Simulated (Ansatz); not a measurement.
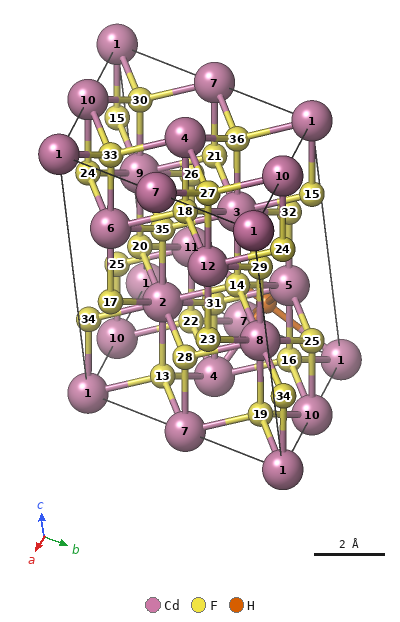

**Figure 1.** The structure as given in the input (ball-and-stick view of the reduced cell, seen at an oblique angle; atoms are numbered from 1 in the order of the input).

# Run report: Cd12HF24 (charge +1), single-point calculation (part 1 of 3)

Cd12HF24 (defect cell, 37 atoms in the cell, total charge +1), computed with DFT PBE, scalar-relativistic, plane waves, PAW, spin-polarised (Ansatz 0.2.0).

The structure derives from an entry of the Crystallography Open Database. Figures and captions count atoms from 1; the log counts them from 0 in places.

### The program's output
```
Engine: ansatz 0.2.0, x86_64-unknown-linux-gnu
Pseudopotentials: kind: paw
Pseudopotential: Cd, paw, valence charge 20, recommended cutoff 420 eV (normal), Cd.paw.azcp
Pseudopotential: F, paw, valence charge 7, recommended cutoff 420 eV (normal), F.paw.azcp
Pseudopotential: H, paw, valence charge 1, recommended cutoff 420 eV (normal), H.paw.azcp
Functional definition: PBE
  parameter kappa = 0.804
  parameter beta = 0.06672455060314922
  exchange = pbe_x(kappa = kappa, mu = beta*pi^2/3)
  correlation = pbe_c(beta = beta)
Crystal: 37 atoms, lattice volume = 469.250 Å³
Basis set: ecut = 420 eV, 9197 PW (Γ), exchange–correlation on 108×108×160 points (8 copies of the dense FFT grid, shifted against one another)
Bands: 247, of which v1, the nominal top of the filled ones, is band 204 counted from 1 (203 counted from 0)
Symmetry: 1 space group operations
Space group: P1 (ITA 1), of the structure as read, at distance tolerance 7.8e-5 Å
Magnetic group: BNS 1.1 (UNI 1), of the structure as read, at distance tolerance 7.8e-5 Å
k-points: 8
Non-local potential: Cd, projectors of the file, l = 0: 3, l = 1: 2, l = 2: 2, l = 3: 1
Non-local potential: F, projectors of the file, l = 0: 2, l = 1: 2, l = 2: 1
Non-local potential: H, projectors of the file, l = 0: 2, l = 1: 1
PAW form: soft (Blöchl's): semilocal exchange-correlation on the pseudo side does not see the compensation charge
PAW one-centre angular grid: Cd, 590 points (default); XC on 64 Gauss nodes
PAW one-centre angular grid: F, 110 points (default); XC on 64 Gauss nodes
PAW one-centre angular grid: H, 110 points (default); XC on 64 Gauss nodes
Starting moments: Σ|m| = 2.28 μB on 9 of 37 sites
Initial wavefunctions: pseudopotential atomic-orbital guess
Functional: x = pbe(κ = 0.804, μ = 0.2195149727645171), c = pbe(β = 0.06672455060314922)
SCF iter   1: F=—  HF=-118556.770893 eV  |F-HF|=—  |Δ(HF+E_count)|=         —  Δρ=1.15e-1 (↑1.15e-1 ↓1.09e-1)  dr2=2.07e2  dr2_m=3.67e-1  M=0.348 μB ∫|m|=0.702 μB  β_m=0.30  ethr=3.10e-3  ⟨swp⟩=5.0  Hψ=13127  notcnv=0  defer=240
preconditioner: auto → Kerker (q_TF=auto, 2.665 Å⁻¹)  [metal: Δε(μ)=0.054 eV  Ē_g=16.895 eV  σ=0.050 eV  W_gap=0.44  n_scr=148 (ndim 8)  ℏωp=30.3 eV  f_vac=0.088  D(μ)=9.04/eV (n_scr^D=44)]
spin=Collinear: Kerker preconditioning applied to the charge; magnetization (m = ρ↑ − ρ↓) channel mixes plain (no charge-response kernel on spin).
SCF iter   2: F=—  HF=-118510.545301 eV  |F-HF|=—  |Δ(HF+E_count)|=    4.62e1  Δρ=5.89e-2 (↑5.89e-2 ↓5.40e-2)  dr2=6.59e1  dr2_m=2.99e-1  M=0.000 μB ∫|m|=0.466 μB  β_m=0.30  ethr=3.10e-3  ⟨swp⟩=3.0  Hψ=7800  notcnv=0  defer=595
preconditioner: auto → Resta (q_TF=auto, 2.665 Å⁻¹)  ε∞=4.3  [insulator: Δε(μ)=0.342 eV  Ē_g=16.739 eV  σ=0.050 eV  W_gap=1.00  n_scr=148 (ndim 8)  ℏωp=30.3 eV  f_vac=0.086  D(μ)=0.00/eV (n_scr^D=0)  ε∞_Penn≈4.3]
spin=Collinear: Resta preconditioning applied to the charge; magnetization (m = ρ↑ − ρ↓) channel mixes plain (no charge-response kernel on spin).
SCF iter   3: F=—  HF=-118489.274269 eV  |F-HF|=—  |Δ(HF+E_count)|=    2.13e1  Δρ=2.25e-2 (↑2.13e-2 ↓2.25e-2)  dr2=8.77e0  dr2_m=1.54e-1  M=0.000 μB ∫|m|=0.404 μB  β_m=0.30  ethr=3.10e-3  ⟨swp⟩=3.4  Hψ=7550  notcnv=0  defer=597
SCF iter   4: F=—  HF=-118486.388329 eV  |F-HF|=—  |Δ(HF+E_count)|=    2.89e0  Δρ=1.25e-2 (↑1.17e-2 ↓1.25e-2)  dr2=1.48e0  dr2_m=5.40e-2  M=0.199 μB ∫|m|=0.502 μB  β_m=0.30  ethr=2.15e-3  ⟨swp⟩=2.7  Hψ=6038  notcnv=0  defer=597
SCF iter   5: F=—  HF=-118486.066071 eV  |F-HF|=—  |Δ(HF+E_count)|=   3.22e-1  Δρ=5.50e-3 (↑5.50e-3 ↓3.66e-3)  dr2=2.87e-1  dr2_m=4.37e-2  M=0.022 μB ∫|m|=0.417 μB  β_m=0.30  ethr=3.64e-4  ⟨swp⟩=2.0  Hψ=7723  notcnv=0  defer=597
SCF iter   6: F=—  HF=-118486.037650 eV  |F-HF|=—  |Δ(HF+E_count)|=   2.84e-2  Δρ=3.57e-3 (↑3.57e-3 ↓2.51e-3)  dr2=5.64e-2  dr2_m=2.19e-2  M=0.037 μB ∫|m|=0.394 μB  β_m=0.30  ethr=7.04e-5  ⟨swp⟩=2.4  Hψ=5490  notcnv=0  defer=597
SCF iter   7: F=—  HF=-118486.066678 eV  |F-HF|=—  |Δ(HF+E_count)|=   2.90e-2  Δρ=2.13e-3 (↑2.13e-3 ↓2.06e-3)  dr2=2.08e-2  dr2_m=1.31e-2  M=0.026 μB ∫|m|=0.365 μB  β_m=0.30  ethr=1.38e-5  ⟨swp⟩=1.8  Hψ=5664  notcnv=0  defer=597
Mixer restart at iter 7: flushing history
spin-set hold released at iteration 7 (site moments contracting): the magnetisation degrees of freedom join the quasi-Newton model from the next iteration; the mixer history was flushed
SCF iter   8: F=—  HF=-118486.076292 eV  |F-HF|=—  |Δ(HF+E_count)|=   9.61e-3  Δρ=1.65e-3 (↑1.65e-3 ↓1.51e-3)  dr2=1.24e-2  dr2_m=7.56e-3  M=0.023 μB ∫|m|=0.344 μB  β_m=0.65  ethr=5.10e-6  ⟨swp⟩=1.5  Hψ=4419  notcnv=0  defer=597
SCF iter   9: F=—  HF=-118486.101912 eV  |F-HF|=—  |Δ(HF+E_count)|=   2.56e-2  Δρ=7.74e-4 (↑7.74e-4 ↓4.69e-4)  dr2=3.07e-3  dr2_m=1.38e-3  M=0.004 μB ∫|m|=0.253 μB  β_m=0.76  ethr=3.04e-6  ⟨swp⟩=2.1  Hψ=5742  notcnv=0  defer=597
SCF iter  10: F=—  HF=-118486.107992 eV  |F-HF|=—  |Δ(HF+E_count)|=   6.08e-3  Δρ=4.69e-4 (↑4.20e-4 ↓4.69e-4)  dr2=4.25e-4  dr2_m=7.77e-4  M=0.002 μB ∫|m|=0.202 μB  β_m=0.88  ethr=7.52e-7  ⟨swp⟩=2.0  Hψ=5474  notcnv=0  defer=597
SCF iter  11: F=—  HF=-118486.111904 eV  |F-HF|=—  |Δ(HF+E_count)|=   3.91e-3  Δρ=3.90e-4 (↑3.90e-4 ↓2.90e-4)  dr2=3.73e-4  dr2_m=3.87e-4  M=0.000 μB ∫|m|=0.136 μB  β_m=0.94  ethr=1.04e-7  ⟨swp⟩=3.0  Hψ=7510  notcnv=0  defer=597
SCF iter  12: F=—  HF=-118486.113989 eV  |F-HF|=—  |Δ(HF+E_count)|=   2.08e-3  Δρ=2.19e-4 (↑1.79e-4 ↓2.19e-4)  dr2=3.02e-4  dr2_m=8.70e-5  M=0.000 μB ∫|m|=0.065 μB  β_m=0.97  ethr=9.14e-8  ⟨swp⟩=3.0  Hψ=7510  notcnv=0  defer=597
SCF iter  13: F=—  HF=-118486.114428 eV  |F-HF|=—  |Δ(HF+E_count)|=   4.39e-4  Δρ=1.70e-4 (↑1.65e-4 ↓1.70e-4)  dr2=2.88e-4  dr2_m=2.71e-5  M=0.000 μB ∫|m|=0.036 μB  β_m=0.83  ethr=7.39e-8  ⟨swp⟩=2.0  Hψ=5852  notcnv=0  defer=597
SCF iter  14: F=—  HF=-118486.114591 eV  |F-HF|=—  |Δ(HF+E_count)|=   1.63e-4  Δρ=5.18e-5 (↑5.14e-5 ↓5.18e-5)  dr2=1.87e-5  dr2_m=4.29e-6  M=0.000 μB ∫|m|=0.015 μB  β_m=0.81  ethr=7.05e-8  ⟨swp⟩=2.0  Hψ=5840  notcnv=0  defer=597
SCF iter  15: F=—  HF=-118486.115833 eV  |F-HF|=—  |Δ(HF+E_count)|=   1.24e-3  Δρ=2.54e-5 (↑2.54e-5 ↓2.34e-5)  dr2=5.27e-6  dr2_m=1.00e-6  M=0.000 μB ∫|m|=0.007 μB  β_m=0.78  ethr=4.58e-9  ⟨swp⟩=2.0  Hψ=6334  notcnv=0  defer=597
SCF iter  16: F=—  HF=-118486.115841 eV  |F-HF|=—  |Δ(HF+E_count)|=   7.74e-6  Δρ=1.07e-5 (↑1.07e-5 ↓7.68e-6)  dr2=6.66e-7  dr2_m=1.78e-7  M=0.000 μB ∫|m|=0.003 μB  β_m=0.74  ethr=1.29e-9  ⟨swp⟩=2.2  Hψ=5884  notcnv=0  defer=597
SCF iter  17: F=—  HF=-118486.115842 eV  |F-HF|=—  |Δ(HF+E_count)|=   1.27e-6  Δρ=3.46e-6 (↑2.02e-6 ↓3.46e-6)  dr2=6.24e-8  dr2_m=1.56e-8  M=0.000 μB ∫|m|=0.001 μB  β_m=0.84  ethr=2.45e-11  ⟨swp⟩=9.2  Hψ=21035  notcnv=0
SCF iter  18: F=—  HF=-118486.115842 eV  |F-HF|=—  |Δ(HF+E_count)|=   1.76e-7  Δρ=1.08e-6 (↑1.07e-6 ↓1.08e-6)  dr2=1.66e-8  dr2_m=7.67e-10  M=0.000 μB ∫|m|=0.000 μB  β_m=0.83  ethr=1.53e-11  ⟨swp⟩=5.0  Hψ=12523  notcnv=0
SCF iter  19: F=-118486.115842 eV  HF=-118486.115842 eV  |F-HF|=5.94e-9  |Δ(HF+E_count)|=   9.17e-9  Δρ=7.72e-7 (↑7.72e-7 ↓7.70e-7)  dr2=7.91e-9  dr2_m=3.25e-11  M=-0.000 μB ∫|m|=0.000 μB  ethr=4.07e-12  ⟨swp⟩=3.0  Hψ=8847  notcnv=0
SCF 1 converged in 19 iterations: F = -118486.115842 eV  dr2 = 7.91e-9
  greatest PAW one-centre occupation: 1.000 electrons in one spin orbital (limit 2), on the Cd atom at site 8 (counted from 0), in its partial waves of l = 1
```

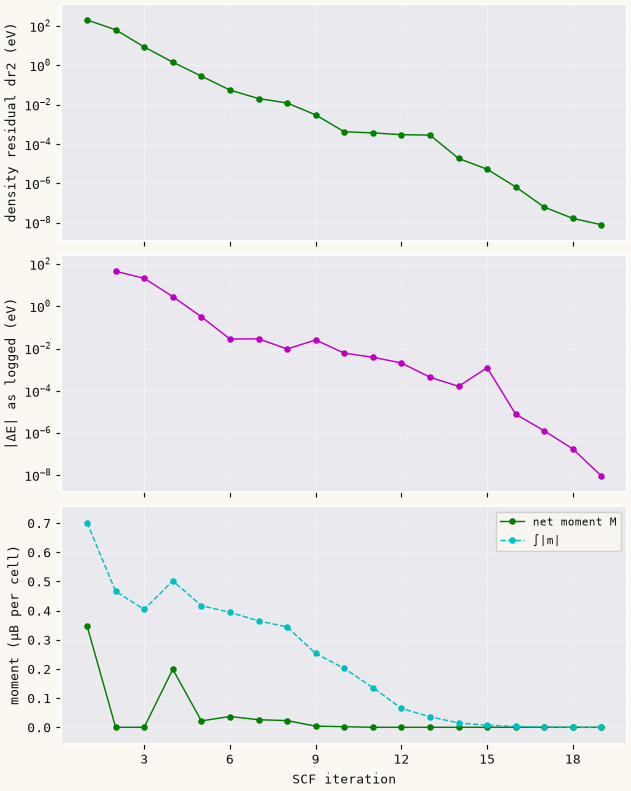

**Figure 2.** Convergence of the self-consistent field: density residual dr2, size of the energy change and magnetic moment against the SCF iteration. The residual falls at every step. The net moment goes from 0.3 to 0.0 μB per cell, and ∫|m| falls to zero.

```
WARN: the starting moments were not kept: the SCF closed with an absolute magnetisation of 8.3e-6 μB, where they sum to 2.28 μB in size (9 sites). That is at most 0.1 of that sum. Measured as dr2_m measures the in/out step, that magnetisation stands 9.7e-12 eV from none, at or under the dr2_threshold of 1.0e-7 eV: it is no larger than a step whose dr2_m would equal this threshold. The system may hold no moment; this SCF shows only that its start led to no more than that. To try another start: raise the starting moments (crystal.atoms[].spin, magnetization.per_species, magnetization.initial_magnetization, or on a non-collinear deck that types none of these the spinor_matrix: blocks that start its atoms; where the total moment is fixed, keep their sum and leave initial_magnetization as it is; typed ones take the place of any that the run laid by itself, positive ones on a crystal's lanthanoids without a Hubbard term where scf.initial_density.shell_occupations: [] is typed) or, if the notice of its spin-set hold's release reads "site moments contracting" or "site moments show no strong build", lengthen the hold (scf.mixing.spin_hold: { on: { confirm: 4 } }; for m-r²SCAN on two components see the key's manual first). Each may lead to a state that holds a moment. A second SCF, from the converged charge density, with the starting moments and any scf.initial_density.shell_occupations laid on it anew, would have followed, and was not run: the deck does not ask for one (magnetization.retry_lost_moments is false, the default). To let it run, set magnetization.retry_lost_moments: true and run the deck again, where that key's refused combinations let it; where memory then withholds it, that run's warning says so.
SCF converged after 19 iterations
Magnetization: -0.0000 μB (204.0000 up, 204.0000 down)
Absolute magnetization: 0.0000 μB (∫|ρ↑−ρ↓|, with the PAW one-centre terms)
Spin contamination: 0.0000 ħ² per cell (⟨S²⟩ above its minimum at these occupations)
Per-site moments (μB) at R_I (Å): [(1.0871838862290616e-8, 0.9607256991678191), (4.278143558517357e-8, 0.9533082347730559), (7.810360157053845e-8, 0.9555197757493333), (9.987434093128935e-9, 0.9603315113724311), (1.0452627651197488e-8, 0.9603089981546328), (1.0059756417810622e-8, 0.9604150845970552), (1.009211581025506e-8, 0.9605593753247015), (1.0425976769137118e-8, 0.9600592673422702), (9.814404130665277e-9, 0.959591321910076), (4.225226313435801e-8, 0.9526814323185164), (1.1011028458133465e-8, 0.9602786059366155), (7.888477322296158e-8, 0.954845124446309), (8.447954633064456e-8, 0.9605593753247015), (7.524826642032892e-8, 0.9584047841035561), (3.3049783603016084e-8, 0.9609146607653382), (-7.744165522254862e-8, 0.952760375181637), (-3.801785414496669e-8, 0.9603089981546328), (-2.900185257663352e-9, 0.9604946019526073), (-6.862810668259745e-8, 0.9534492454540232), (-3.77814868964251e-8, 0.9605819647854735), (-3.5594526615435455e-9, 0.9610863189491922), (-1.3008606679295574e-7, 0.9526814323185164), (8.713926127909128e-7, 0.954845124446309), (-5.855136784590072e-8, 0.9589921553353015), (8.075312012956509e-8, 0.9600592673422702), (3.230961059832287e-8, 0.960858123426116), (7.530511831149629e-8, 0.957948102429742), (-6.147362154701667e-8, 0.9533082347730559), (-3.2386304997099737e-9, 0.9611699875815143), (-3.955877698994575e-8, 0.959591321910076), (-6.559469071551495e-8, 0.9539421148471177), (-2.6247520219991226e-9, 0.9607198401564353), (-3.96469600111152e-8, 0.9603315113724311), (-1.2609317073291902e-7, 0.9535800719532822), (-5.8888614881414625e-8, 0.9588209132816622), (8.75005893297701e-7, 0.9555197757493333), (-1.4610021983926785e-6, 0.9718989298715932)]
Free energy (F): -118486.115842 eV
Harris-Foulkes:  -118486.115842 eV  (|F-HF|=5.94e-9)
Internal energy: -118486.115842 eV  (E = F + TS)
E sigma→0 (E₀):  -118486.115842 eV
Entropy (-TS):   -0.000000 eV (-0.000 meV/atom)
Fermi energy:    6.754990 eV
--- Per-component energies (eV) ---
  E_band       = -5751.002806
  E_kinetic    = 11019.201422
  E_local      = -50690.656706  (includes V_loc(G=0)·N_el)
  E_nonlocal   = 2208.293318
  E_hartree    = 22468.885774
  E_xc         = -4021.904606
  E_vxc        = -5095.483510  (∫ρ·V_xc dr)
  E_paw        = -53850.792453  (= ΣΔE_a)
  E_vpaw       = -8130.179737  (= ΣTr[D̂ρ^β])
  E_aug_tail   = 0.048931  (compensation charges beyond the density's cutoff)
  E_ewald      = -45619.191523
  E_smearing   = -0.000000  (= −TS)
  E_closure    = 0.000000  (closes the sum)
  E_deformation_potential = 14.984149  (in the stress; not in F)
  Σ components = -118486.115842   (vs F -118486.115842, Δ=0.00e0)
--- Forces (eV/Å), atoms counted from 1 ---
  atom   1  Cd    -0.08005049    -0.07954113     0.75897441
  atom   2  Cd     0.18917626     0.18611676    -0.20243642
  atom   3  Cd    -0.10403986    -0.10198149     0.07949373
  atom   4  Cd    -0.74882179    -0.08424770     0.07384357
  atom   5  Cd     0.08382435     0.75275846    -0.07156438
  atom   6  Cd     0.02145233    -0.01798674     0.00133728
  atom   7  Cd    -0.08550468    -0.75497913     0.07412166
  atom   8  Cd     0.75674042     0.08184492    -0.07240511
  atom   9  Cd    -0.02311125     0.01854868     0.00295963
  atom  10  Cd    -0.19009712    -0.18843852     0.20153341
  atom  11  Cd     0.07744879     0.07878041    -0.75716377
  atom  12  Cd     0.10335437     0.10225525    -0.08457425
  atom  13  F      0.11589352     0.11429666    -0.11167497
  atom  14  F     -0.13715722    -0.13518445     0.04083583
  atom  15  F      0.02939679     0.03357791    -0.14119077
  atom  16  F      0.37536289    -0.34670354    -0.38190124
  atom  17  F     -0.06076953    -0.15396306     0.15865000
  atom  18  F      0.13323428     0.05819601    -0.02144440
  atom  19  F     -0.34531980     0.38373543    -0.38368501
  atom  20  F     -0.15816912    -0.06041060     0.15225337
  atom  21  F      0.05806067     0.13294303    -0.01915970
  atom  22  F      0.38070343     0.38436467     0.34503503
  atom  23  F     -0.44140122    -0.44148730     0.44284573
  atom  24  F      0.05305016     0.05536349    -0.09468231
  atom  25  F     -0.11145333    -0.11945734     0.10881318
  atom  26  F     -0.03058607    -0.03667805     0.14415657
  atom  27  F      0.13646139     0.13903992    -0.03994503
  atom  28  F     -0.37907063     0.34883968     0.38541581
  atom  29  F     -0.13110904    -0.06157803     0.01733924
  atom  30  F      0.05742425     0.16172837    -0.15678709
  atom  31  F      0.34763370    -0.37721345     0.38096280
  atom  32  F     -0.05863452    -0.13158728     0.02348098
  atom  33  F      0.15498250     0.05765909    -0.15494256
  atom  34  F     -0.38513776    -0.38015205    -0.34833124
  atom  35  F     -0.05194100    -0.05261982     0.09067081
  atom  36  F      0.44327542     0.43459772    -0.43786749
  atom  37  H      0.00489447    -0.00043031    -0.00296673
  max |Σ_I F_I| component: 6.48e-6 eV/Å
--- Band table (eV; the first three rows and the last of 16) ---
  k-point 0 ↑: bands = ["-92.0171", "-92.0165", "-92.0148", "-92.0131", "-92.0096", "-92.0090", "-91.9900", "-91.9888", "-91.6431", "-91.6427", "-91.4982", "-91.4967", "-53.1423", "-53.1413", "-53.1398", "-53.1379", "-53.1345", "-53.1339", "-53.1198", "-53.1191", "-53.1182", "-53.1175", "-53.1174", "-53.1161", "-53.1158", "-53.1143", "-53.1121", "-53.1115", "-53.1107", "-53.1102", "-53.1037", "-53.1031", "-53.1024", "-53.1017", "-53.0832", "-53.0823", "-52.7720", "-52.7717", "-52.7425", "-52.7415",
      "-52.7411", "-52.7409", "-52.6132", "-52.6113", "-52.6070", "-52.6068", "-52.6056", "-52.6050", "-14.6039", "-14.3417", "-14.3322", "-14.3308", "-14.1786", "-14.1760", "-14.1745", "-14.0911", "-13.8913", "-13.8514", "-13.6905", "-13.6563", "-13.6547", "-13.6399", "-13.6311", "-13.5150", "-13.4671", "-13.4560", "-13.4537", "-13.3986", "-13.3548", "-13.3490", "-13.3430", "-13.0591", "0.6178", "0.8031", "0.8034", "0.8577", "1.0174", "1.0182", "1.1031", "1.1282",
      "1.1446", "1.1511", "1.1704", "1.1777", "1.1891", "1.2090", "1.3943", "1.4069", "1.4501", "1.4565", "1.4867", "1.5001", "1.5499", "1.5559", "1.6849", "1.7268", "1.7877", "1.8175", "1.8274", "1.8393", "1.8856", "1.9043", "1.9088", "1.9260", "1.9685", "1.9697", "1.9766", "1.9799", "1.9952", "2.0429", "2.0489", "2.0508", "2.0520", "2.0602", "2.0857", "2.1139", "2.1301", "2.1374", "2.1384", "2.1771",
      "2.1773", "2.2433", "2.2881", "2.3360", "2.3708", "2.4039", "2.4499", "2.5099", "2.5167", "2.5510", "2.5837", "2.6055", "3.0063", "3.0778", "3.1367", "3.1692", "3.1774", "3.1959", "3.4711", "3.4834", "3.5261", "3.6536", "3.6730", "3.6907", "3.7410", "3.7750", "3.8266", "3.9072", "3.9372", "3.9395", "3.9832", "4.0516", "4.0754", "4.1370", "4.2140", "4.2705", "4.2941", "4.4274", "4.5688", "4.5817",
      "4.6044", "4.6150", "4.6225", "4.6344", "4.6992", "4.7147", "4.8853", "4.9275", "4.9284", "5.0639", "5.1626", "5.4736", "5.4745", "5.5086", "5.5728", "5.6166", "5.6972", "5.7645", "5.7687", "5.8838", "5.8889", "5.9478", "5.9486", "5.9878", "6.0175", "6.0326", "6.0628", "6.0896", "6.0913", "6.1004", "6.1256", "6.1683", "6.1961", "6.2155", "6.2251", "6.2469", "6.2615", "6.3011", "6.3371", "6.3411",
      "6.4341", "6.5552", "6.5700", "6.5743", "6.9257", "10.0664", "12.3075", "12.7203", "13.4383", "13.4462", "13.7107", "13.8591", "13.9706", "14.0881", "14.2893", "14.3411", "14.5875", "15.7203", "15.9038", "15.9917", "16.3032", "16.3333", "16.4195", "16.4935", "16.6362", "16.6607", "16.6989", "17.6857", "18.4692", "18.6791", "18.7024", "18.8810", "19.0542", "19.0807", "19.1138", "19.7748", "19.9550", "20.2859", "20.2992", "20.3143",
      "20.3293", "20.3572", "20.3944", "20.6608", "20.7200", "20.7282", "20.7450"]
```
